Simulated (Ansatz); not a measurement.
# HfN (F-43m): the cell at rest

Task: relax HfN (F-43m) tightly.

Program: Ansatz 0.2.0. Level of theory: DFT PBEsol, scalar-relativistic, plane waves, PAW. Results are calculated unless marked as measured.

### Step 1. Starting point

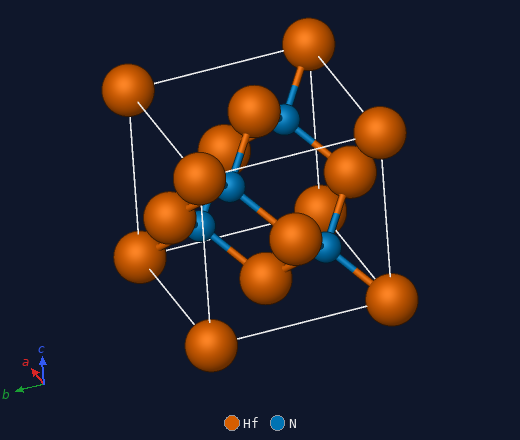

Start, viewed from a free direction; hafnium orange, nitrogen blue. This picture shows the conventional cell, with its axes. Bonds to atoms that aren't drawn are left out. Some periodic images of atoms are drawn too.

### Step 2. Probe on a coarse mesh

First a cheap look: the gap decides the mesh and the occupations, the pressure tells how far the cell has to move.

Input file input.yaml:

```yaml
crystal:
  lattice:
    - [0.0, 2.454822, 2.454822]
    - [2.454822, 0.0, 2.454822]
    - [2.454822, 2.454822, 0.0]
  atoms:
    - { symbol: Hf, position: [0.0, 0.0, 0.0] }
    - { symbol: "N", position: [0.75, 0.75, 0.75] }
kpoints:
  mp_grid: { grid: [6, 6, 6] }
hamiltonian:
  xc: pbesol
scf:
  occupations: { method: gaussian, width: 0.1 }
output:
  forces: true
  stress: true
  eigenvalues: true
```

The run is started by

```bash
> ansatz run input.yaml --threads 4 --pin off --max-ram 7168MiB --backend cpu --events-out ev --progress --plain --runs-dir out
```

Numbers of over 12 decimals in the logs are rounded to 6 here.

What it wrote:

```text
Engine: ansatz 0.2.0, aarch64-unknown-linux-gnu
Pseudopotentials: kind: paw
Pseudopotential: Hf, paw, valence charge 26, recommended cutoff 420 eV (normal), Hf.paw.azcp
Pseudopotential: N, paw, valence charge 5, recommended cutoff 420 eV (normal), N.paw.azcp
Functional definition: PBEsol
  exchange = pbesol_x
  correlation = pbesol_c
Crystal: 2 atoms, lattice volume = 29.586 Å³
[...]
--- Band table (eV; the first three rows and the last of 16) ---
  k-point 0: bands = [... 12 lower, 12.2206, 12.2206, 12.2206, 16.9973, 19.8691, 19.8691, 24.2598, 24.2598]
  k-point 1: bands = [... 12 lower, 11.7661, 12.4069, 12.4069, 18.2586, 19.5425, 19.5425, 23.6444, 24.6839]
  k-point 2: bands = [... 12 lower, 11.6405, 12.7049, 12.7049, 19.5543, 19.6773, 19.6773, 22.6613, 24.0765]
  k-point 15: bands = [... 12 lower, 11.4599, 13.1966, 14.1032, 16.4182, 19.1879, 21.2562, 22.6072, 23.8735]
[key lines of the parts left out:]
SCF converged after 7 iterations
Free energy (F): -15979.565821 eV
Fermi energy:    17.866042 eV
P = ⅓ Tr σ = -5.1362 GPa (-51.362 kbar)
```

Wall time 1 s (4 threads of Arm Neoverse V2, shared host); peak memory 0.28 GiB; 1.4 s of CPU time.

This run has no spin polarisation although its electron count is odd.

Numbers from this step:

| Item | Value |
| --- | --- |
| pressure | -5.136 GPa |
| volume per atom | 14.79 Å³ |
| gap on the k-mesh | 0 eV |

The coarse mesh shows no gap and a pressure of -5.1 GPa.

### Step 3. Relaxation

The cell and atoms are relaxed, since residual forces and stress would shift the frequencies.

Edit input.yaml of step 2 so:

```diff
@@ -9,3 +9,3 @@
 kpoints:
-  mp_grid: { grid: [6, 6, 6] }
+  mp_grid: { grid: [14, 14, 14] }
 hamiltonian:
@@ -18 +18,6 @@
   eigenvalues: true
+relax:
+  adjacent_minimum: "off"
+  f_tol: 0.005
+  max_steps: 80
+  cell: { stress_tol: 0.05 }
```

What it wrote:

```text
[...]
Crystal: 2 atoms, lattice volume = 29.586 Å³
Basis set: ecut = 420 eV, 561 PW (Γ), exchange–correlation on 48×48×48 points (8 copies of the dense FFT grid, shifted against one another)
Bands: 20, of which v1, the nominal top of the filled ones, is band 16 counted from 1 (15 counted from 0)
Symmetry: 24 space group operations
[...]
k-points: 104 of 2744 (time reversal used)
[...]
SCF iter   1: F=—  HF=-15979.582973 eV  |F-HF|=—  |Δ(HF+E_count)|=         —  Δρ=1.72e-2  dr2=9.54e-2  ethr=1.77e-3  ⟨swp⟩=4.4  Hψ=8066  notcnv=0
[...]
SCF iter   8: F=-15979.560868 eV  HF=-15979.560868 eV  |F-HF|=1.63e-9  |Δ(HF+E_count)|=   1.48e-7  Δρ=6.00e-6  dr2=9.86e-9  ethr=3.23e-10  ⟨swp⟩=6.4  Hψ=8500  notcnv=0
SCF 1 converged in 8 iterations: F = -15979.560868 eV  dr2 = 9.86e-9
[...]
relax step   1: F+E_penalty+E_count = -15979.56086781 eV  Δ(F+E_penalty+E_count) = +0.000e0 eV  max|allowed force component| = 3.516e-16 eV/Å  Δτ_max = 0.0000 Å  P = -5.037 GPa  Ω = 29.586 Å³  (8 SCF iters, dr2 threshold 1.00e-7 eV, accepted)
Crystal: 2 atoms, lattice volume = 28.598 Å³
Basis set: ecut = 420 eV, 537 PW (Γ), exchange–correlation on 48×48×48 points (8 copies of the dense FFT grid, shifted against one another)
[...]
iter 1 solved again at ethr=2.23e-5 eV; its pass at ethr=3.10e-3 eV (dr2=6.92e-3 eV) is discarded
[...]
SCF iter   7: F=-15979.574140 eV  HF=-15979.574140 eV  |F-HF|=2.08e-9  |Δ(HF+E_count)|=   7.53e-8  Δρ=1.59e-5  dr2=8.28e-8  ethr=6.45e-10  ⟨swp⟩=5.9  Hψ=9652  notcnv=0
SCF 2 converged in 7 iterations: F = -15979.574140 eV  dr2 = 8.28e-8
relax step   2: F+E_penalty+E_count = -15979.57413996 eV  Δ(F+E_penalty+E_count) = -1.327e-2 eV  max|allowed force component| = 4.718e-16 eV/Å  Δτ_max = 0.0000 Å  P = +1.735 GPa  Ω = 28.598 Å³  energy of the carried Pulay correction = +2.497e-3 eV  (7 SCF iters, dr2 threshold 2.00e-7 eV, accepted)
Crystal: 2 atoms, lattice volume = 28.845 Å³
[...]
SCF iter   6: F=-15979.574783 eV  HF=-15979.574783 eV  |F-HF|=4.79e-8  |Δ(HF+E_count)|=   4.62e-7  Δρ=1.35e-5  dr2=6.01e-8  ethr=6.45e-10  ⟨swp⟩=5.7  Hψ=9686  notcnv=0
SCF 3 converged in 6 iterations: F = -15979.574783 eV  dr2 = 6.01e-8
relax step   3: F+E_penalty+E_count = -15979.57478292 eV  Δ(F+E_penalty+E_count) = -6.430e-4 eV  max|allowed force component| = 3.423e-16 eV/Å  Δτ_max = 0.0000 Å  P = -0.067 GPa  Ω = 28.845 Å³  energy of the carried Pulay correction = +1.865e-3 eV  (6 SCF iters, dr2 threshold 2.00e-7 eV, accepted)
[...]
relax step   4: F+E_penalty+E_count = -15979.57480852 eV  Δ(F+E_penalty+E_count) = -2.560e-5 eV  max|allowed force component| = 3.978e-16 eV/Å  Δτ_max = 0.0000 Å  P = -0.001 GPa  Ω = 28.836 Å³  energy of the carried Pulay correction = +1.889e-3 eV  (4 SCF iters, dr2 threshold 1.12e-8 eV, accepted)
[...]
relax step   5: F+E_penalty+E_count = -15979.57312244 eV  Δ(F+E_penalty+E_count) = +1.686e-3 eV  max|allowed force component| = 3.701e-16 eV/Å  Δτ_max = 0.0000 Å  P = -0.089 GPa  Ω = 28.836 Å³  stress off target by 8.92e-2 GPa  SCF on the basis re-selected at this cell (its energy is not comparable with the rows above)  (7 SCF iters)
[...]
relax step   6: F+E_penalty+E_count = -15979.57315777 eV  Δ(F+E_penalty+E_count) = -3.533e-5 eV  max|allowed force component| = 3.516e-16 eV/Å  Δτ_max = 0.0000 Å  P = -0.000 GPa  Ω = 28.823 Å³  energy of the carried Pulay correction = +3.184e-5 eV  (5 SCF iters, dr2 threshold 1.99e-8 eV, accepted)
[...]
SCF iter   5: F=-15979.573136 eV  HF=-15979.573136 eV  |F-HF|=5.46e-12  |Δ(HF+E_count)|=  2.18e-11  Δρ=1.56e-7  dr2=9.82e-12  ethr=1.00e-12  ⟨swp⟩=5.3  Hψ=9128  notcnv=0
SCF 7 converged in 5 iterations: F = -15979.573136 eV  dr2 = 9.82e-12
relax step   7: F+E_penalty+E_count = -15979.57313580 eV  Δ(F+E_penalty+E_count) = +2.197e-5 eV  max|allowed force component| = 3.608e-16 eV/Å  Δτ_max = 0.0000 Å  P = -0.001 GPa  Ω = 28.823 Å³  stress off target by 8.89e-4 GPa  SCF on the basis re-selected at this cell (its energy is not comparable with the rows above)  (5 SCF iters)
[...]
SCF converged after 5 iterations
Free energy (F): -15979.573136 eV
[...]
Internal energy: -15979.570214 eV  (E = F + TS)
E sigma→0 (E₀):  -15979.571675 eV
Entropy (-TS):   -0.002922 eV (-1.461 meV/atom)
Fermi energy:    18.234845 eV
[...]
--- Stress (GPa, compression-positive) ---
       -0.000889      -0.000000      -0.000000
       -0.000000      -0.000889       0.000000
       -0.000000       0.000000      -0.000889
  P = ⅓ Tr σ = -0.0009 GPa (-0.009 kbar)
--- Band table (eV; the first three rows and the last of 104) ---
  k-point 0: bands = [... 12 lower, 12.6226, 12.6226, 12.6226, 17.5845, 20.4448, 20.4448, 24.9484, 24.9484]
  k-point 1: bands = [... 12 lower, 12.5031, 12.6626, 12.6626, 17.8670, 20.3514, 20.3514, 24.8019, 25.0845]
  k-point 2: bands = [... 12 lower, 12.2533, 12.7709, 12.7709, 18.5748, 20.1596, 20.1596, 24.4559, 25.3502]
  k-point 103: bands = [... 12 lower, 12.2476, 13.2301, 14.6064, 16.8780, 19.6213, 21.8789, 23.3748, 24.8975]
--- Relaxed structure (5 steps of the walk, 5 accepted, 2 SCFs on fresh bases) ---
  F+E_penalty+E_count = -15979.57313580 eV   max|allowed force component| = 3.608e-16 eV/Å   (the final SCF, on the basis selected at the relaxed cell)
  cell:  # Å, volume = 28.8232 Å³
    - [0, 2.433534, 2.433534]
    - [2.433534, 0, 2.433534]
    - [2.433534, 2.433534, 0]
  atoms:
    - { symbol: Hf, position: [0, 0, 0] }
    - { symbol: N, position: [0.75, 0.75, 0.75] }
```

The job ended after 11 s (4 threads; peak memory 0.4 GiB).

The steps of the relaxation:

| step | energy less that of the first step (eV) | largest force component (eV/Å) | pressure (GPa) | volume (Å³) |
| --- | --- | --- | --- | --- |
| 1 | 0.0000 | 0.0000 | -5.04 | 29.59 |
| 2 | -0.0133 | 0.0000 | 1.74 | 28.60 |
| 3 | -0.0139 | 0.0000 | -0.07 | 28.84 |
| 4 | -0.0139 | 0.0000 | 0.00 | 28.84 |
| 5* | -0.0123 | 0.0000 | -0.09 | 28.84 |
| 6 | -0.0123 | 0.0000 | 0.00 | 28.82 |
| 7* | -0.0123 | 0.0000 | 0.00 | 28.82 |

Relaxation steps marked * repeat the geometry before them on a plane-wave basis chosen anew for their cell, so energy and pressure can jump there.

Forces are held to the 24 operations that the run works with; a distortion that breaks them can't arise in this run.

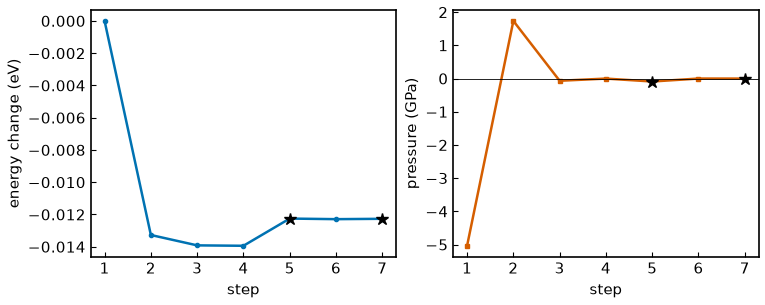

Energy and pressure along the relaxation. Stars mark steps on a basis chosen anew.

| conventional cell, symmetrised | before | after | change |
| --- | --- | --- | --- |
| a (Å) | 4.910 | 4.867 | -0.9 % |
| b (Å) | 4.910 | 4.867 | -0.9 % |
| c (Å) | 4.910 | 4.867 | -0.9 % |
| volume (Å³/atom) | 14.79 | 14.41 | -2.6 % |

The relaxed structure:

```xyz
2
Lattice="0.0000 2.4335 2.4335 2.4335 0.0000 2.4335 2.4335 2.4335 0.0000" Properties=species:S:1:pos:R:3 pbc="T T T"
Hf    0.0000    0.0000    0.0000
N     3.6503    3.6503    3.6503
```

Numbers from this step:

- pressure: -8.89e-4 GPa
- volume per atom: 14.41 Å³

In this step the volume went from 14.79 to 14.41 Å³/atom.

### Step 4. Tight relaxation

Phonons need a cell at rest on their own settings, so the relaxation is repeated with tight tolerances on forces and stress on the k mesh and occupations of the first response run.

Input file input.yaml:

```yaml
crystal:
  lattice:
    - [0.0, 2.4335340877, 2.4335340877]
    - [2.4335340877, 0.0, 2.4335340877]
    - [2.4335340877, 2.4335340877, 0.0]
  atoms:
    - { symbol: Hf, position: [0.0, 0.0, 0.0] }
    - { symbol: "N", position: [0.75, 0.75, 0.75] }
kpoints:
  mp_grid: { grid: [16, 16, 16] }
hamiltonian:
  xc: pbesol
scf:
  occupations: { method: methfessel_paxton, width: 0.15 }
output:
  forces: true
  stress: true
  eigenvalues: true
relax:
  adjacent_minimum: "off"
  f_tol: 0.001
  max_steps: 60
  cell: { stress_tol: 0.01 }
```

What it wrote:

```text
[...]
Crystal: 2 atoms, lattice volume = 28.823 Å³
Basis set: ecut = 420 eV, 537 PW (Γ), exchange–correlation on 48×48×48 points (8 copies of the dense FFT grid, shifted against one another)
Bands: 20, of which v1, the nominal top of the filled ones, is band 16 counted from 1 (15 counted from 0)
[... 1 set-up line as in the run before ...]
[...]
k-points: 145 of 4096 (time reversal used)
[...]
k-point 144: bands = [... 12 lower, 12.4191, 13.0512, 14.6112, 16.8741, 19.5964, 21.8830, 23.4017, 24.9722]
--- Relaxed structure (3 steps of the walk, 3 accepted, 1 SCFs on fresh bases) ---
[...]
cell:  # Å, volume = 28.8176 Å³
    - [0, 2.433377, 2.433377]
    - [2.433377, 0, 2.433377]
    - [2.433377, 2.433377, 0]
  atoms:
    - { symbol: Hf, position: [0, 0, 0] }
    - { symbol: N, position: [0.750000, 0.750000, 0.750000] }
[key lines of the parts left out:]
SCF converged after 4 iterations
Free energy (F): -15979.571371 eV
Fermi energy:    18.194681 eV
P = ⅓ Tr σ = -0.0006 GPa (-0.006 kbar)
```

The job ended after 7 s (4 threads; peak memory 0.42 GiB; 26 s of CPU time).

Little changed from the start: no atom moved by 0.005 Å and no cell edge by 0.1 %.

This step gave:

```
pressure : -6.17e-4 GPa
```

The forces vanish by symmetry and the pressure is -0.001 GPa, within the tolerances set. The cell now holds 14.41 Å³/atom.

### Step 5. Summary of results

```yaml
space_group_after_relaxation: F-43m
lattice_constant_a: 4.867 Å
lattice_constant_b: 4.867 Å
lattice_constant_c: 4.867 Å
volume_per_atom: 14.4 Å³
```

**Reading.** The forces vanish by symmetry and the pressure is -0.001 GPa, within the tolerances set. The cell now holds 14.41 Å³/atom. The relaxation keeps the symmetry of its start, so it says nothing on stability against lower symmetry. The runs are without spin polarisation, although the cell has an odd electron count. Spin-orbit coupling is left out, which can matter for the heavy elements here.

[Logs are printed without paths, hosts, clocks, repeated set-up lines and the standing remarks that a program may print on its own settings, such as how far it seeks lower states.]

[Hosts, paths, dates, database ids (printed as entryN), source tags and the programs' standing remarks are cut or masked in the printed files.]
